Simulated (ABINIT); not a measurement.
Hubbard response calculation, with input and output: NiSi$_{2}$ (part 3 of 4)

NiSi$_{2}$ (Fm-3m, 3 atoms in the cell); Kohn-Sham DFT of a periodic cell, PBEsol, DFT+U, JTH PAW PBE v2.0, spin-polarised (ABINIT 10.8.3); cutoff 1115.67 eV, 2×2×2 k-mesh, fermi-dirac of 0.05 eV, collinear spins. The structure derives from an entry of the Crystallography Open Database. The settings are looser than a standard set-up, so the numbers are not reference values.

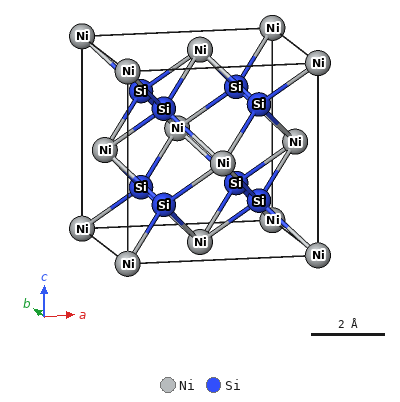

The structure (ball-and-stick view of the cell 4 times as large as that of the calculation, set on its symmetry axes, seen slightly off an axis). An atom can appear more than once, as a periodic image.

### What the program printed, continued
```
--- !EnergyTerms
iteration_state     : {dtset: 2, }
comment             : Components of total free energy in Hartree
kinetic             :  3.24171925486361E+01
hartree             :  6.49603033316944E+01
xc                  : -1.15158299559292E+01
Ewald energy        : -9.31299616234213E+01
psp_core            :  3.09164937938357E+00
local_psp           : -1.72220195398804E+02
PAW spherical_terms : -2.20249452474235E+00
internal            : -1.78599336243183E+02
'-kT*entropy'       : -7.34523618785803E-05
total_energy        : -1.78599409695545E+02
total_energy_eV     : -4.85993752052968E+03
...

--- !EnergyTermsDC
iteration_state     : {dtset: 2, }
comment             : '"Double-counting" decomposition of free energy'
band_energy         : -1.52006780140751E+01
Ewald energy        : -9.31299616234213E+01
psp_core            :  3.09164937938357E+00
xc_dc               : -6.41772507476837E+01
PAW spherical_terms : -9.16915605957536E+00
internal            : -1.78585397065372E+02
'-kT*entropy'       : -7.34523618785803E-05
total_energy_dc     : -1.78585470517734E+02
total_energy_dc_eV  : -4.85955821617830E+03
...

--- !EnergyTermsWithPAWCore
iteration_state     : {dtset: 2, }
comment             : 'Components of total free energy, including PAW core contributions'
Total energy        : -2.09840844383928E+03
Total energy DC     : -2.09839450466147E+03
Total energy (eV)   : -5.71006026671386E+04
Total energy DC (eV): -5.71002233627872E+04
...

 Cartesian components of stress tensor (hartree/bohr^3)
  sigma(1 1)= -8.89276035E-05  sigma(3 2)=  1.76771993E-11
  sigma(2 2)= -8.89266583E-05  sigma(3 1)= -7.19707526E-11
  sigma(3 3)= -8.89268234E-05  sigma(2 1)= -4.37732868E-11

-Cartesian components of stress tensor (GPa)         [Pressure=  2.6163E+00 GPa]
- sigma(1 1)= -2.61634042E+00  sigma(3 2)=  5.20081160E-07
- sigma(2 2)= -2.61631261E+00  sigma(3 1)= -2.11745265E-06
- sigma(3 3)= -2.61631747E+00  sigma(2 1)= -1.28785456E-06

================================================================================
== DATASET  3 ==================================================================

--- !DatasetInfo
iteration_state: {dtset: 3, }
dimensions: {natom: 3, nkpt: 8, mband: 18, nsppol: 2, nspinor: 1, nspden: 2, mpw: 1658, }
cutoff_energies: {ecut:  41.0, pawecutdg:  63.0, }
electrons: {nelect:   2.60000000E+01, charge:   0.00000000E+00, occopt:   3.00000000E+00, tsmear:   1.83747000E-03, }
meta: {optdriver: 0, ionmov: 0, optcell: 0, iscf: 17, paral_kgb: 0, }
...

 Real(R)+Recip(G) space primitive vectors, cartesian coordinates (Bohr,Bohr^-1):
 R(1)=  0.0000000  5.0951377  5.0951377  G(1)= -0.0981328  0.0981328  0.0981328
 R(2)=  5.0951377  0.0000000  5.0951377  G(2)=  0.0981328 -0.0981328  0.0981328
 R(3)=  5.0951377  5.0951377  0.0000000  G(3)=  0.0981328  0.0981328 -0.0981328
 Unit cell volume ucvol=  2.6454391E+02 bohr^3
 Angles (23,13,12)=  6.00000000E+01  6.00000000E+01  6.00000000E+01 degrees

 Coarse grid specifications (used for wave-functions):

 getcut: wavevector=  0.0000  0.0000  0.0000  ngfft=  45  45  45
         ecut(hartree)=     41.000   => boxcut(ratio)=   2.11848

 Fine grid specifications (used for densities):

 getcut: wavevector=  0.0000  0.0000  0.0000  ngfft=  54  54  54
         ecut(hartree)=     63.000   => boxcut(ratio)=   2.09815
--------------------------------------------------------------------------------

-inwffil : will read wavefunctions from disk file runi_DS3_WFK

 ******************************************
 DFT+U Method used: FLL
 ******************************************

================================================================================

--- !BeginCycle
iteration_state: {dtset: 3, }
solver: {iscf: 17, nstep: 120, nline: 4, wfoptalg: 10, }
tolerances: {tolvrs: 1.00E-09, }
...

     iter   Etot(hartree)      deltaE(h)  residm     nres2   difmagsph maxmagsph
 ETOT  1  -178.57159393561    -1.786E+02 6.831E-09 1.039E-01 0.000E+00 0.000E+00
 ETOT  2  -178.57252393321    -9.300E-04 2.322E-07 1.906E+00 5.544E-08 5.762E-08
 ETOT  3  -178.57152886501     9.951E-04 1.678E-04 5.250E-04 1.331E-06 1.273E-06
 ETOT  4  -178.57154414305    -1.528E-05 2.750E-07 1.579E-04 1.199E-06 7.396E-08
 ETOT  5  -178.57154408463     5.841E-08 7.597E-08 2.786E-05 9.367E-09 6.869E-08
 ETOT  6  -178.57154407965     4.983E-09 1.065E-08 3.556E-06 3.029E-08 4.584E-08
 ETOT  7  -178.57154408323    -3.586E-09 1.424E-09 3.022E-07 1.160E-08 3.896E-08
 ETOT  8  -178.57154408459    -1.354E-09 6.533E-10 1.118E-08 1.543E-08 2.376E-08
 ETOT  9  -178.57154408507    -4.849E-10 1.728E-10 5.093E-09 1.074E-08 1.787E-08
 ETOT 10  -178.57154408523    -1.521E-10 1.781E-10 7.329E-11 1.459E-08 0.000E+00

 At SCF step   10       nres2   =  7.33E-11 < tolvrs=  1.00E-09 =>converged.

 Cartesian components of stress tensor (hartree/bohr^3)
  sigma(1 1)= -8.91120239E-05  sigma(3 2)= -8.70610304E-11
  sigma(2 2)= -8.91122533E-05  sigma(3 1)= -3.23227872E-10
  sigma(3 3)= -8.91122406E-05  sigma(2 1)= -1.05361065E-10

--- !ResultsGS
iteration_state: {dtset: 3, }
comment   : Summary of ground state results
lattice_vectors:
- [  0.0000000,   5.0951377,   5.0951377, ]
- [  5.0951377,   0.0000000,   5.0951377, ]
- [  5.0951377,   5.0951377,   0.0000000, ]
lattice_lengths: [   7.20561,    7.20561,    7.20561, ]
lattice_angles: [ 60.000,  60.000,  60.000, ] # degrees, (23, 13, 12)
lattice_volume:   2.6454391E+02
convergence: {deltae: -1.521E-10, res2:  7.329E-11, residm:  1.781E-10, diffor: null, }
etotal    :  -1.78571544E+02
entropy   :   0.00000000E+00
fermie    :   3.72051345E-01
cartesian_stress_tensor: # hartree/bohr^3
- [ -8.91120239E-05,  -1.05361065E-10,  -3.23227872E-10, ]
- [ -1.05361065E-10,  -8.91122533E-05,  -8.70610304E-11, ]
- [ -3.23227872E-10,  -8.70610304E-11,  -8.91122406E-05, ]
pressure_GPa:   2.6218E+00
xred      :
- [  0.0000E+00,   0.0000E+00,   0.0000E+00, Ni]
- [  7.5000E-01,   7.5000E-01,   7.5000E-01, Si]
- [  2.5000E-01,   2.5000E-01,   2.5000E-01, Si]
cartesian_forces: # hartree/bohr
- [ -1.57942917E-08,   1.40233001E-08,   1.60582027E-08, ]
- [  6.96265640E-09,  -5.12446129E-08,  -2.61297772E-08, ]
- [  8.83163532E-09,   3.72213128E-08,   1.00715745E-08, ]
force_length_stats: {min:   2.65325926E-08, max:   5.79418173E-08, mean:   4.13442427E-08, }
...

 Integrated electronic and magnetization densities in atomic spheres:
 ------------------------------------------------------------------------------------------------------------
 Radius=ratsph(iatom), smearing ratsm=  0.0000. Diff(up-dn)=approximate z local magnetic moment.
    Atom    Radius    up_density   dn_density  Total(up+dn)  Diff(up-dn)
    1 Ni   1.81432     7.990133     7.990133     15.980265    -0.000000
    2 Si   1.90945     0.759345     0.759345      1.518690     0.000000
    3 Si   1.90945     0.759345     0.759345      1.518690     0.000000
 ------------------------------------------------------------------------------------------------------------
  Sum:                 9.508823     9.508823     19.017646    -0.000000
 Total magnetization (from the atomic spheres):               -0.000000
 Total magnetization (exact up - dn):                          0.000000

 ---------- DFT+U DATA ---------------------------------------------------

 ====== For Atom     1, occupations for correlated orbitals. lpawu =   2

 Atom   1. Occ. for lpawu and for spin  1 =   3.78795
 Atom   1. Occ. for lpawu and for spin  2 =   3.78795
 => On atom   1,  local Mag. for lpawu is       -0.000000

 == Occupation matrix for correlated orbitals:

 Occupation matrix for spin  1
     0.74740    0.00000    0.00000   -0.00000    0.00000
     0.00000    0.74740    0.00000   -0.00000   -0.00000
     0.00000    0.00000    0.77287    0.00000    0.00000
    -0.00000   -0.00000    0.00000    0.74740    0.00000
     0.00000   -0.00000    0.00000    0.00000    0.77287

 Occupation matrix for spin  2
     0.74740   -0.00000   -0.00000   -0.00000   -0.00000
    -0.00000    0.74740   -0.00000    0.00000    0.00000
    -0.00000   -0.00000    0.77287    0.00000   -0.00000
    -0.00000    0.00000    0.00000    0.74740   -0.00000
    -0.00000    0.00000   -0.00000   -0.00000    0.77287

 ---------- calculate U, (J) start ----------

 All pawujat  ok and equal to   1
 macro_uj=1 and nspden=2: standard determination of Hubbard U-parameter

*********************************************************************
************************  Linear Response U  ************************

 Info printed for perturbed atom:    1

  Perturbations           Occupations
 --------------- -----------------------------
    alpha [eV]     Unscreened      Screened
 --------------- -----------------------------
   0.0000000000   7.5889225589   7.5889225589
   0.1000000000   7.5525108321   7.5758940588

                    Scalar response functions:
                    Chi0 [eV^-1]:     -0.40457
                    Chi [eV^-1]:      -0.13029

 The scalar U from the two-point regression scheme is   5.20375 eV.
*********************************************************************
*********************************************************************
Note: For more reliable linear regressions of the response
matrices, it is advised that you have more than two points.
See the LRUJ protocol for more information.

 URES      ii    nat       r_max    U(J)[eV]   U_ASA[eV]   U_inf[eV]
 URES       1      1     0.00000     1.30094     1.04691     1.01271
 URES       2      8    10.19030     4.56131     3.67064     3.55073
 URES       3     27    12.48050     5.01126     4.03273     3.90100
 URES       4     64    20.38060     5.12246     4.12221     3.98756
 URES       5    125    21.61680     5.16212     4.15413     4.01843
 URES       6    216    30.57080     5.17966     4.16824     4.03208

 ---------- calculate U, (J) end --------------

================================================================================

 ----iterations are completed or convergence reached----

 Mean square residual over all n,k,spin=   37.563E-13; max=  17.811E-11
 reduced coordinates (array xred) for    3 atoms
       0.000000000000      0.000000000000      0.000000000000
       0.750000000000      0.750000000000      0.750000000000
       0.250000000000      0.250000000000      0.250000000000
 rms dE/dt=  2.0568E-07; max dE/dt=  3.1519E-07; dE/dt below (all hartree)
    1      -0.000000232310     -0.000000008348      0.000000007200
    2       0.000000315192      0.000000090656      0.000000223799
    3      -0.000000320005     -0.000000103318     -0.000000236470

 cartesian coordinates (angstrom) at end:
    1      0.00000000000000     0.00000000000000     0.00000000000000
    2      4.04434612503729     4.04434612503729     4.04434612503729
    3      1.34811537501243     1.34811537501243     1.34811537501243

 cartesian forces (hartree/bohr) at end:
    1     -0.00000001579429     0.00000001402330     0.00000001605820
    2      0.00000000696266    -0.00000005124461    -0.00000002612978
    3      0.00000000883164     0.00000003722131     0.00000001007157
 frms,max,avg= 2.5002429E-08 5.1244613E-08  -6.890E-09  7.248E-09  8.265E-09 h/b

 cartesian forces (eV/Angstrom) at end:
    1     -0.00000081217513     0.00000072110709     0.00000082574598
    2      0.00000035803419    -0.00000263510395    -0.00000134364717
    3      0.00000045414095     0.00000191399686     0.00000051790119
 frms,max,avg= 1.2856766E-06 2.6351039E-06  -3.543E-07  3.727E-07  4.250E-07 e/A
 length scales=  7.205612822933  7.205612822933  7.205612822933 bohr
              =  3.813046093900  3.813046093900  3.813046093900 angstroms
 Fermi (or HOMO) energy (hartree) =   0.37205   Average Vxc (hartree)=  -0.43262
 Magnetization (Bohr magneton)=  1.61102243E-09
 Total spin up =  1.30000000E+01   Total spin down =  1.30000000E+01
 Eigenvalues (hartree) for nkpt=   8  k points, SPIN UP:
 kpt#   1, nband= 18, wtk=  0.12500, kpt=  0.0000  0.0000  0.0000 (reduced coord)
  -3.43079   -1.98127   -1.98127   -1.98127   -0.12491    0.18489    0.18489    0.18489
   0.23944    0.23944    0.37979    0.44480    0.44480    0.44480    0.47258    0.47258
   0.47258    0.55990
      occupation numbers for kpt#   1
   1.00000    1.00000    1.00000    1.00000    1.00000    1.00000    1.00000    1.00000
   1.00000    1.00000    0.01463    0.00000    0.00000    0.00000    0.00000    0.00000
   0.00000    0.00000
 prteigrs : prtvol=0 or 1, do not print more k-points.

 Eigenvalues (hartree) for nkpt=   8  k points, SPIN DOWN:
 kpt#   1, nband= 18, wtk=  0.12500, kpt=  0.0000  0.0000  0.0000 (reduced coord)
  -3.43079   -1.98127   -1.98127   -1.98127   -0.12491    0.18489    0.18489    0.18489
   0.23944    0.23944    0.37979    0.44480    0.44480    0.44480    0.47258    0.47258
   0.47258    0.55990
      occupation numbers for kpt#   1
   1.00000    1.00000    1.00000    1.00000    1.00000    1.00000    1.00000    1.00000
   1.00000    1.00000    0.01463    0.00000    0.00000    0.00000    0.00000    0.00000
   0.00000    0.00000
 prteigrs : prtvol=0 or 1, do not print more k-points.

--- !EnergyTerms
iteration_state     : {dtset: 3, }
comment             : Components of total free energy in Hartree
kinetic             :  3.24061145571554E+01
hartree             :  6.49370730836185E+01
xc                  : -1.15146577813013E+01
Ewald energy        : -9.31299616234213E+01
psp_core            :  3.09164937938357E+00
local_psp           : -1.72190470936235E+02
PAW spherical_terms : -2.19905667124840E+00
internal            : -1.78599309992049E+02
'-kT*entropy'       : -7.75268876243282E-05
total_energy        : -1.78599387518936E+02
total_energy_eV     : -4.85993691707342E+03
...

--- !EnergyTermsDC
iteration_state     : {dtset: 3, }
comment             : '"Double-counting" decomposition of free energy'
band_energy         : -1.52092588378878E+01
Ewald energy        : -9.31299616234213E+01
psp_core            :  3.09164937938357E+00
xc_dc               : -6.41543752950610E+01
PAW spherical_terms : -9.16952018135086E+00
internal            : -1.78571466558337E+02
'-kT*entropy'       : -7.75268876243282E-05
total_energy_dc     : -1.78571544085225E+02
total_energy_dc_eV  : -4.85917925864428E+03
...

--- !EnergyTermsWithPAWCore
iteration_state     : {dtset: 3, }
comment             : 'Components of total free energy, including PAW core contributions'
Total energy        : -2.09840842166267E+03
Total energy DC     : -2.09838057822896E+03
Total energy (eV)   : -5.71006020636823E+04
Total energy DC (eV): -5.70998444052532E+04
...

 Cartesian components of stress tensor (hartree/bohr^3)
  sigma(1 1)= -8.91120239E-05  sigma(3 2)= -8.70610304E-11
  sigma(2 2)= -8.91122533E-05  sigma(3 1)= -3.23227872E-10
  sigma(3 3)= -8.91122406E-05  sigma(2 1)= -1.05361065E-10

-Cartesian components of stress tensor (GPa)         [Pressure=  2.6218E+00 GPa]
- sigma(1 1)= -2.62176626E+00  sigma(3 2)= -2.56142395E-06
- sigma(2 2)= -2.62177301E+00  sigma(3 1)= -9.50969230E-06
- sigma(3 3)= -2.62177264E+00  sigma(2 1)= -3.09982956E-06

== END DATASET(S) ==============================================================
================================================================================

 -outvars: echo values of variables after computation  --------
            acell      7.2056128229E+00  7.2056128229E+00  7.2056128229E+00 Bohr
           etotal1    -1.7862732164E+02
           etotal2    -1.7858547052E+02
           etotal3    -1.7857154409E+02
            fcart1     8.4569565446E-09 -1.5334537170E-08 -1.7636425107E-08
                      -7.7858403835E-09 -6.8552573879E-09  3.1349419734E-09
                      -6.7111616111E-10  2.2189794558E-08  1.4501483133E-08
            fcart2     6.9644952488E-09  3.3263800973E-08  6.0965221919E-08
                       1.3757526640E-09  2.2190965986E-08 -7.7037515253E-09
                      -8.3402479128E-09 -5.5454766959E-08 -5.3261470394E-08
            fcart3    -1.5794291711E-08  1.4023300123E-08  1.6058202691E-08
                       6.9626563952E-09 -5.1244612939E-08 -2.6129777227E-08
                       8.8316353158E-09  3.7221312816E-08  1.0071574535E-08
            rprim      0.0000000000E+00  7.0710678120E-01  7.0710678120E-01
                       7.0710678120E-01  0.0000000000E+00  7.0710678120E-01
                       7.0710678120E-01  7.0710678120E-01  0.0000000000E+00
           strten1    -8.8245825182E-05 -8.8246012181E-05 -8.8245931568E-05
                      -3.4705585341E-12 -9.0949670399E-11 -3.9454375829E-11
           strten2    -8.8927603515E-05 -8.8926658298E-05 -8.8926823411E-05
                       1.7677199332E-11 -7.1970752643E-11 -4.3773286778E-11
           strten3    -8.9112023900E-05 -8.9112253291E-05 -8.9112240611E-05
                      -8.7061030398E-11 -3.2322787160E-10 -1.0536106509E-10
           xangst      0.0000000000E+00  0.0000000000E+00  0.0000000000E+00
                       4.0443461250E+00  4.0443461250E+00  4.0443461250E+00
                       1.3481153750E+00  1.3481153750E+00  1.3481153750E+00
             xred      0.0000000000E+00  0.0000000000E+00  0.0000000000E+00
                       7.5000000000E-01  7.5000000000E-01  7.5000000000E-01
                       2.5000000000E-01  2.5000000000E-01  2.5000000000E-01
 Calculation completed.
```

### File lruj.log
```
.Version 10.8.3 of LRUJ
--------------------------------------------------------|---------------------------------------
 Linear:        -0.3968240    -0.1302811     5.1557018  |    0.0003753    0.0000011    0.0023844
 Quadratic:     -0.3973471    -0.1302817     5.1589846  |    0.0000195    0.0000010    0.0001370
*************************************************************************************************
*************************************************************************************************
```

The run was set up as follows.

### Input file
```
# Datasets
ndtset 3

# Pseudopotentials
pp_dirpath "./"
pseudos "Ni.GGA_PBE-JTH.xml, Si.GGA_PBE-JTH.xml"

# Structure
acell 3.8130460939 3.8130460939 3.8130460939 Angstrom
rprim
     0.0000000000     0.7071067812     0.7071067812
     0.7071067812     0.0000000000     0.7071067812
     0.7071067812     0.7071067812     0.0000000000
ntypat 2
znucl 28 14
natom 3
typat 1 2 2
chkprim 0
chksymtnons 0
tolsym 1.0e-6
xred
            0.0            0.0            0.0
            3/4            3/4            3/4
            1/4            1/4            1/4

# Plane-wave basis
ecut 41.0
pawecutdg 63.0
pawxcdev 0
ecutsm 0.5

# k points
kptopt 2
ngkpt 2 2 2
nshiftk 1
shiftk 0.0 0.0 0.0

# Exchange and correlation
ixc -116133

# Bands and occupations
nband 18
occopt 3
tsmear 0.00183747

# Spin
nsppol 2
spinat
     0.0000000000     0.0000000000     1.0000000000
     0.0000000000     0.0000000000     0.0000000000
     0.0000000000     0.0000000000     0.0000000000
nsym 1

# DFT+U
usepawu 1
lpawu 2 -1
upawu 4.0 0.0 eV
jpawu 0.0 0.0 eV
dmatpuopt 3

# SCF cycle
nstep 120
diemix 0.9
tolvrs 1.0e-9

# Output
prteig 0
prtebands 0
prtden 0
prtwf 0

# Linear response
irdwfk 1
macro_uj 1
pawujat 1
pawujv1 -0.1 eV
pawujv2 0.05 eV
pawujv3 0.1 eV
```

### File gs.abi
```
# Pseudopotentials
pp_dirpath "./"
pseudos "Ni.GGA_PBE-JTH.xml, Si.GGA_PBE-JTH.xml"

# Structure
acell 3.8130460939 3.8130460939 3.8130460939 Angstrom
rprim
     0.0000000000     0.7071067812     0.7071067812
     0.7071067812     0.0000000000     0.7071067812
     0.7071067812     0.7071067812     0.0000000000
ntypat 2
znucl 28 14
natom 3
typat 1 2 2
chkprim 0
chksymtnons 0
tolsym 1.0e-6
xred
            0.0            0.0            0.0
            3/4            3/4            3/4
            1/4            1/4            1/4

# Plane-wave basis
ecut 41.0
pawecutdg 63.0
pawxcdev 0
ecutsm 0.5

# k points
kptopt 2
ngkpt 2 2 2
nshiftk 1
shiftk 0.0 0.0 0.0

# Exchange and correlation
ixc -116133

# Bands and occupations
nband 18
occopt 3
tsmear 0.00183747

# Spin
nsppol 2
spinat
     0.0000000000     0.0000000000     1.0000000000
     0.0000000000     0.0000000000     0.0000000000
     0.0000000000     0.0000000000     0.0000000000
nsym 1

# DFT+U
usepawu 1
lpawu 2 -1
upawu 4.0 0.0 eV
jpawu 0.0 0.0 eV
dmatpuopt 3

# SCF cycle
nstep 120
diemix 0.9
tolvrs 1.0e-9

# Output
prteig 0
prtebands 0
prtden 0
```

Launch command:
```bash
abinit gs.abi > log 2>&1
ln -s gso_WFK runi_DS1_WFK
ln -s gso_WFK runi_DS2_WFK
ln -s gso_WFK runi_DS3_WFK
abinit run.abi > log 2>&1
lruj runo_DS1_LRUJ.nc runo_DS2_LRUJ.nc runo_DS3_LRUJ.nc > lruj.log 2>&1
```
